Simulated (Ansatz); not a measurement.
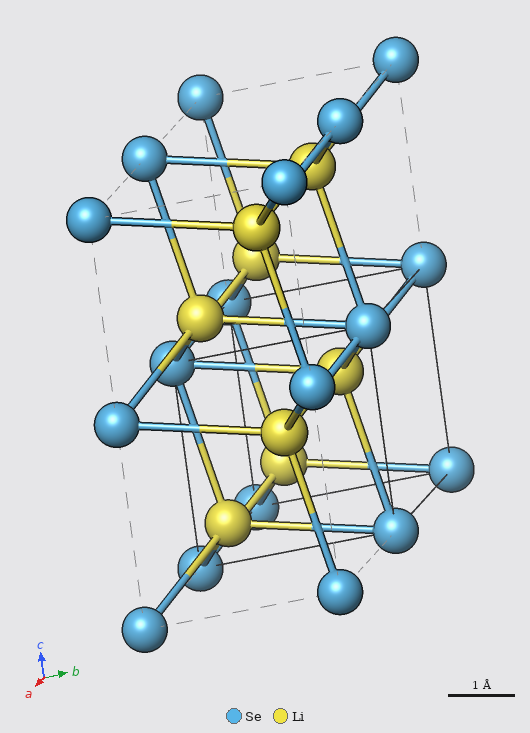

A ball-and-stick rendering, viewed slightly off an axis. One simulation cell is drawn solid; the view covers 2×1×2 cells.

The input file of the run:
```yaml
crystal:
  lattice:
    - [0.0, 2.9935210596, 2.9935210596]
    - [2.9935210596, 0.0, 2.9935210596]
    - [2.9935210596, 2.9935210596, 0.0]
  atoms:
    - { symbol: Se, position: [0.0, 0.0, 0.0] }
    - { symbol: Li, position: [0.25, 0.25, 0.25] }
    - { symbol: Li, position: [0.75, 0.75, 0.75] }
kpoints:
  mp_grid: { grid: [4, 4, 4] }
hamiltonian:
  xc: hse06
scf:
  occupations: { method: fixed }
  n_extra_bands: 4
output:
  forces: true
  stress: true
  eigenvalues: true
```
Run as:
```sh
ansatz run input.yaml --threads 4 --pin off --max-ram 3686MiB --backend cpu --events-out ev --progress --plain --runs-dir out
```

Run with DFT, HSE06, plane waves, PAW (Ansatz 0.2.0) and these settings: a cutoff energy of 420 eV, 4×4×4 k-mesh, no spin polarisation.

**Does it come out as a metal, or with a gap?**

An insulator at this level, with a gap of 3.82 eV, indirect; the smallest direct gap is 4.39 eV.

**What is the computed pressure?**

The computed pressure is -0.3 GPa (stretched: it would shrink).

The structure comes from a structure type filled with these elements by a generator (whether the compound takes this form wasn't checked). Earlier steps of the study may have refined or changed the cell and positions. A calculation with Ansatz used it as input.
